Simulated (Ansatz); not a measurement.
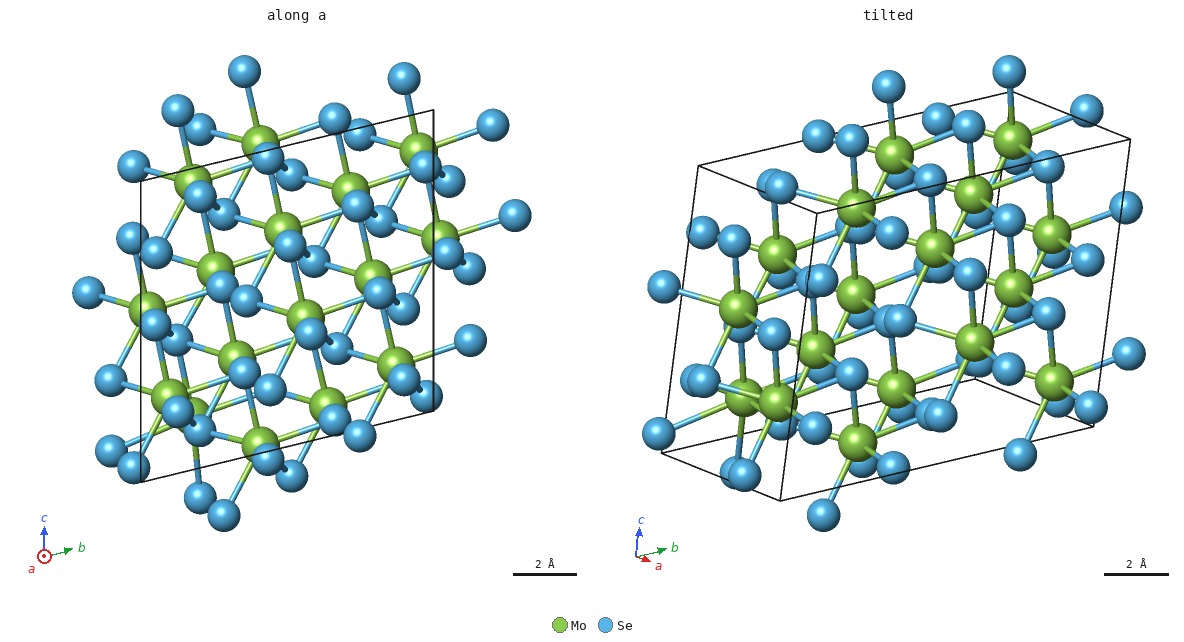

Shown here is a ball-and-stick view of the crystal, taken along the a axis and slightly off an axis. The edges of the simulation cell are marked. Some atoms of the next cells are drawn as well.

Mo7Se13, space group R3 (No. 146), a = 10.20 Å, b = 10.20 Å, c = 10.20 Å, α = 71.91°, β = 71.91°, γ = 71.91°.

The calculation used Ansatz, DFT PBE, scalar-relativistic, plane waves, PAW, with 420 eV cutoff, a 2×2×2 k-point grid, Gaussian smearing of 0.01 eV, collinear spins. The state is ferromagnetic, in a cell of 40 atoms.

Does it come out as a metal, or with a gap?

A semiconductor at this level, with a gap of 0.12 eV on the k-mesh (the true edges may lie between mesh points, so the gap can be somewhat smaller).

Its origin is a structure listed in the Materials Project, repeated into a supercell with a point defect put in. The atoms were relaxed in a fixed cell with Ansatz, DFT PBE, scalar-relativistic, plane waves, PAW.
